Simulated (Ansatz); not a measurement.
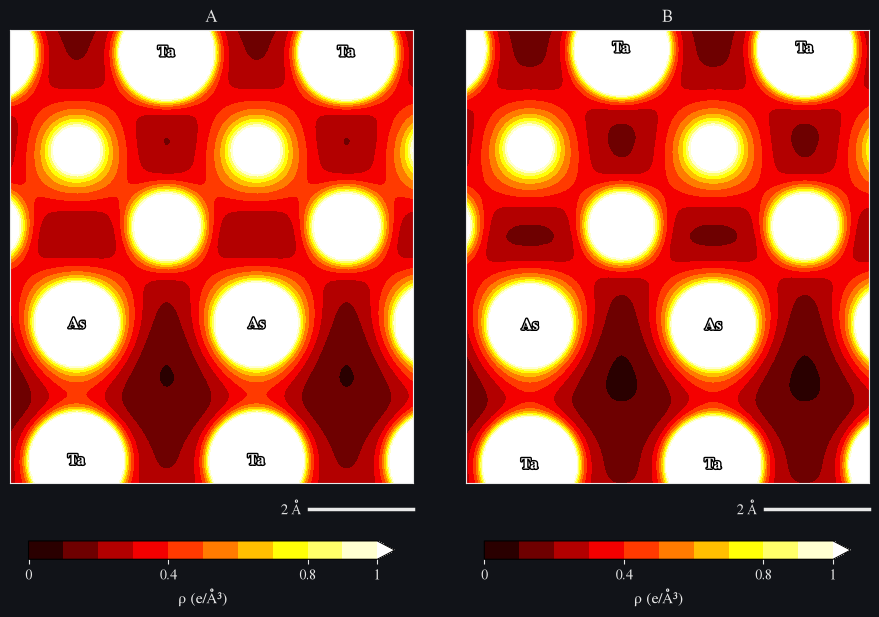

TaAs. The valence electron density of two cells that differ in size, on the (111) plane of each (indices in the axes of the calculation cell), at one length scale and on one colour scale; one has 17.4 and the other 18.4 Å³ an atom.

These are results of Kohn-Sham DFT of a periodic cell, PBEsol, Ansatz PAW (Ansatz 0.2.0), not measurements.

Core electrons are frozen (PAW), and the valence fields are smoothed inside the atomic spheres.

> Which is the denser cell? Describe the effect of the change.

Panel A is the smaller cell, by 6 % in volume. From the larger cell to the smaller, Ta–As goes from 2.66 to 2.61 Å, and the density at its midpoint from 0.39 to 0.42 e/Å³; the pressure goes from −13 to −3.8 GPa.
